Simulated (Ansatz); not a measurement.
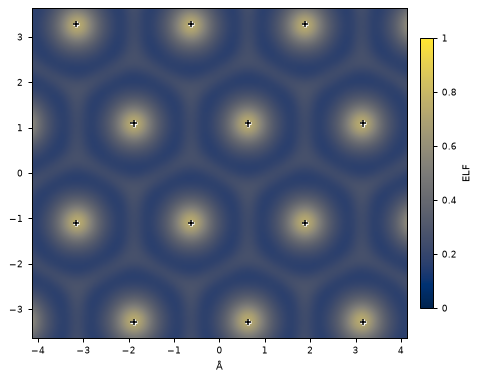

The electron localisation function on a plane through atoms (crosses mark nuclei in the plane).

Theory: Ansatz, DFT, BLYP, plane waves (420 eV) with PAW, scalar-relativistic.

Candidates:
A. W, a = 4.93 Å, b = 4.93 Å, c = 2.74 Å, α = 90.00°, β = 90.00°, γ = 120.00°. Space group P6/mmm; set up as W, omega (AlB2-type); a generated structure, not necessarily the stable one; changed on purpose from its base cell (volume × 1.12); computed pressure about −22 GPa in this cell.
B. Ni, a = 2.53 Å, b = 2.53 Å, c = 8.28 Å, α = 90.00°, β = 90.00°, γ = 120.00°. Space group P6₃/mmc; set up as Ni, dhcp; a generated structure, not necessarily the stable one; changed on purpose from its base cell (volume × 1.0); computed without spin polarisation.

Which candidate gave the map?

Candidate B: Ni on the (001) plane of the conventional cell, which holds Ni. Ni–Ni (2.53 Å): the ELF is about 0.25 at the midpoint; no localised pair shows between them.
